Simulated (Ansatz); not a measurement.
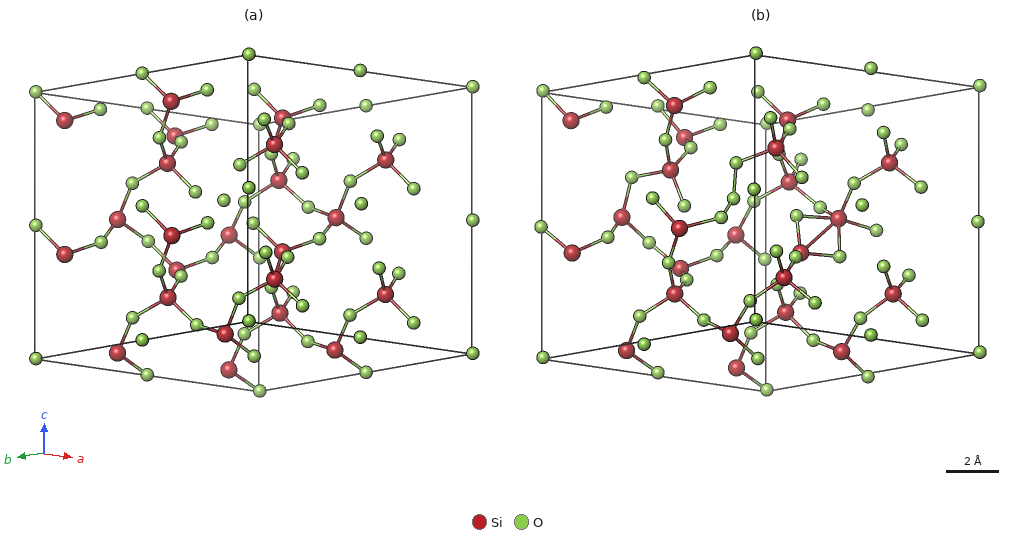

The structure of a defect cell of composition Si23O49 (cell charge −2) before (left) and after (right) a relaxation, at one scale.

A ball-and-stick model of the cell of the calculation (origin shifted), seen from a free direction.

Method: Ansatz, DFT, PBEsol, PAW, plane waves. Set-up: plane-wave cutoff 420 eV; k-point mesh 1 × 1 × 1; mesh shifted by (0.25, 0.25, 0.25); no spin polarisation; atoms relaxed in a fixed cell; force threshold 0.03 eV/Å; at most 80 steps.

What changed between the two?

The energy falls by 7.953 eV per cell of the calculation in 30 geometry steps. Largest force component: 5.8 eV/Å at the start, 0.013 eV/Å at the end. The atom that moves furthest is an O atom (1.54 Å along [3 −1 1]). By element the largest moves are O 1.54 Å, Si 0.45 Å. The lattice vectors keep their values. Among the contacts that change: O–Si 3.595 → 1.847 Å, O–O 1.628 → 3.047 Å, O–O 1.663 → 2.652 Å, Si–Si 3.078 → 2.501 Å. New bonds form, among them: O–Si (3.60 → 1.85 Å). Among the angles between lasting bonds that change: Si–O–Si 141.9° → 95.1°, Si–O–Si 142.9° → 115.4°, O–Si–O 111.7° → 88.9°. The run took 32 s on 1 × NVIDIA GB300 Max-Q with 8 threads of Arm Neoverse-V2, peak memory 1.9 GiB.

Limits of the set-up: the cell is charged, on a uniform background, and energies carry no finite-size correction.
